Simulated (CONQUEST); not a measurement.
**Single-point calculation at one volume of an equation of state of Cu**

The run: single-point calculation at one volume of an equation of state of Cu (Fm-3m, 2 atoms in the cell). Method and program: Kohn-Sham DFT of a periodic cell, PBE, PseudoDojo NC PBE, no spin polarisation (CONQUEST 1.3).

The structure derives from an entry of the Crystallography Open Database. It belongs to a series of runs on one base structure; here: volume scaled by 1.02.

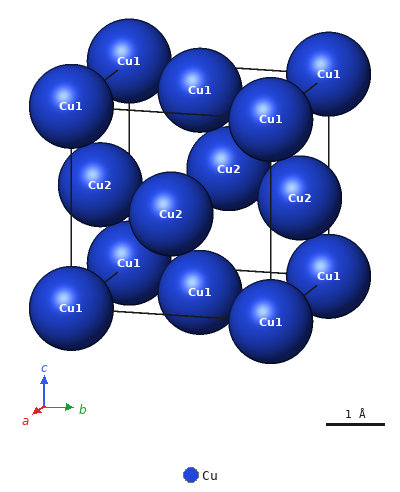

*The structure as given in the input (spheres-only view of the cell 2 times as large as that of the calculation, set on its symmetry axes, seen slightly off an axis; atoms are numbered from 1 in the order of the input).*

Input file:
```
IO.Title Cu
IO.Coordinates coords.dat
IO.FractionalAtomicCoords T
IO.Iprint 2
IO.Iprint_init 1
General.NumberOfSpecies 1
General.PseudopotentialType hamann
AtomMove.TypeOfRun static
AtomMove.FullStress T
Grid.PointsAlongX 32
Grid.PointsAlongY 32
Grid.PointsAlongZ 40
DM.SolutionMethod diagon
Diag.MPMesh T
Diag.GammaCentred T
Diag.MPMeshX 10
Diag.MPMeshY 10
Diag.MPMeshZ 7
Diag.kT 0.00183747
minE.SCTolerance 1e-6
SC.MaxIters 100
IO.AtomChargeOutput T
%block ChemicalSpeciesLabel
1 63.550 Cu
%endblock
```

Run on 1 thread of Intel Xeon (Granite Rapids), 16 GiB of memory available, shared host.

Launch command:
```bash
Conquest
```

The program's output:
```
Simulation cell dimensions:     4.8625 a0 x     4.8625 a0 x     6.8766 a0

      Atomic coordinates (a0)
         Atom         X         Y         Z  Species
            1    0.0000    0.0000    0.0000        1
            2    2.4312    2.4312    3.4383        1

         Monkhorst-Pack mesh:  10 x  10 x   7 gamma-centred
        This calculation includes non-local pseudopotentials,
         with a maximum core radius of      7.11619042

    Job title: Cu
    Job to be run: static calculation

    Ground state search:
      Support functions represented with PAO basis
      1:1 PAO to SF mapping
      Non-spin-polarised electrons
      Solving for the K matrix using diagonalisation
      Using Fermi-Dirac smearing

    Integration grid size:     32 x   32 x   40

    Integration grid spacing:  0.152 a0 x 0.152 a0 x 0.172 a0

    Number of species:  1
    --------------------------------------------------------
    |   #  mass (au)  Charge (e)  SF Rad (a0)  NSF  Label  |
    --------------------------------------------------------
    |   1     63.550      19.000        7.392   10  Cu     |
    --------------------------------------------------------
          SCF tolerance:                 0.00000100
          SCF iterations:               100

    The functional used will be GGA PBE96

           radial cut-off to be used is taken to be max PAO cut-off radius for this species:    7.116190

           greatest ang. mom. for making density from PAOs:  2
    Minimum blocs/proc is      640. Maximum blocs/proc is      640
    set_atom_dens: In set_atomic_density, electrons :      38.000000000000
 matrix_size & matrix_size_padH =           20          20

    Screened ion int: energy:    -327.711693791011 Ha

    new_SC_potl: Starting.  Tolerance:  0.10000E-05

    PulayMixSC: Starting Pulay mixing, A_up =  0.500 A_dn =  0.500
    PulayMixSC: Spin non-polarised calculation.
          Harris-Foulkes Energy            :      -379.104422448872640 Ha
          GroundState Energy (E-(1/2)TS)   :      -379.104541183007427 Ha
          Free Energy (E-TS)               :      -379.104659917142158 Ha
          DFT Total Energy                 :      -379.101245096314074 Ha
          Total number of electrons        :        38.000000000000007
    PulayMixSC: Pulay iteration     1 residual:              0.10342E-02
          Harris-Foulkes Energy            :      -379.102326980573423 Ha
          GroundState Energy (E-(1/2)TS)   :      -379.102438219708688 Ha
          Free Energy (E-TS)               :      -379.102549458843953 Ha
          DFT Total Energy                 :      -379.101977102758951 Ha
          Total number of electrons        :        38.000001339404591
    PulayMixSC: Pulay iteration     2 residual:              0.36931E-03
          Harris-Foulkes Energy            :      -379.102067646753824 Ha
          GroundState Energy (E-(1/2)TS)   :      -379.102176178971945 Ha
          Free Energy (E-TS)               :      -379.102284711190009 Ha
          DFT Total Energy                 :      -379.102066122969859 Ha
          Total number of electrons        :        38.000004113270343
    PulayMixSC: Pulay iteration     3 residual:              0.41364E-04
          Harris-Foulkes Energy            :      -379.102066072377283 Ha
          GroundState Energy (E-(1/2)TS)   :      -379.102174662120774 Ha
          Free Energy (E-TS)               :      -379.102283251864321 Ha
          DFT Total Energy                 :      -379.102066064679889 Ha
          Total number of electrons        :        38.000003429500829
    PulayMixSC: Pulay iteration     4 residual:              0.15484E-05
          Harris-Foulkes Energy            :      -379.102066268499755 Ha
          GroundState Energy (E-(1/2)TS)   :      -379.102174869027408 Ha
          Free Energy (E-TS)               :      -379.102283469555005 Ha
          DFT Total Energy                 :      -379.102066268473777 Ha
          Total number of electrons        :        38.000003220424475
    PulayMixSC: Pulay iteration     5 residual:              0.90381E-07
    PulayMixSC: Reached SCF tolerance of  0.90381E-07 after      5 iterations
      | Number of electrons      =        38.000003
      |* band energy as 2Tr[K.H] =       -54.003956802484112 Ha
      |  screened ion-ion energy =      -327.711693791011157 Ha
      |  Ha correction           =         0.949036788069996 Ha
      |  XC correction           =         1.664547031807740 Ha
      | GS Energy as E-(1/2)TS   =      -379.102174869027408 Ha
      | Free Energy as E-TS      =      -379.102283469555005 Ha
      |* Harris-Foulkes energy   =      -379.102066268499755 Ha
      |* DFT total energy        =      -379.102066268473777 Ha
      |  estimated accuracy      =        -0.000000000025977 Ha

    force: Forces on atoms (Ha/a0)
    force:  Atom   X              Y              Z
    force:     1  -0.0000000000  -0.0000000000  -0.0000000000
    force:     2  -0.0000000000   0.0000000000  -0.0000000000

    force: Maximum force :        0.00000000(Ha/a0) on atom         1 in z direction
    force: Force Residual:        0.00000000 Ha/a0
    force: Total stress:        -24.96469250     0.00000000     0.00000000 GPa
                             0.00000000   -24.96469250    -0.00000000
                             0.00000000    -0.00000000   -24.93975810
    force: Average pressure:     24.95638104 GPa

    force: Finished force
    get_E_and_F: Change in energy during last step of electronic optimisation: -0.19612E-06

    BIBLIOGRAPHY: Please consider citing the following references in the conquest.bib file

    CONQUEST:         Bowler2002pt, Miyazaki2004, Nakata2020
    Basis:            Bowler2019
    DM:               Bowler:2006xr
    Pseudopotentials: Hamann2013, Bowler2019
    XC functional:    Perdew1996
```

File coords.dat:
```
    4.8624919435     0.0000000000     0.0000000000
    0.0000000000     4.8624919435     0.0000000000
    0.0000000000     0.0000000000     6.8766020534
2
  0.0000000000   0.0000000000   0.0000000000 1 T T T
  0.5000000000   0.5000000000   0.5000000000 1 T T T
```

Summary:

- outcome: converged
- space group (tolerance 0.01 Å): Fm-3m (225)
- electrons treated: 38
- free energy: −10315.8987 eV
- Fermi energy: −2.535 eV
- gap on the k-point mesh: none (metallic)
- pressure: 24.96 GPa
- largest force (length of the vector): under 0.001 eV/Å
- wall time: 23 s
- peak memory: 0.35 GiB

Notes:

Points of doubt noted for this run: small atomic basis. The cell is under a pressure of 25 GPa at this level, so it is not at its equilibrium volume.
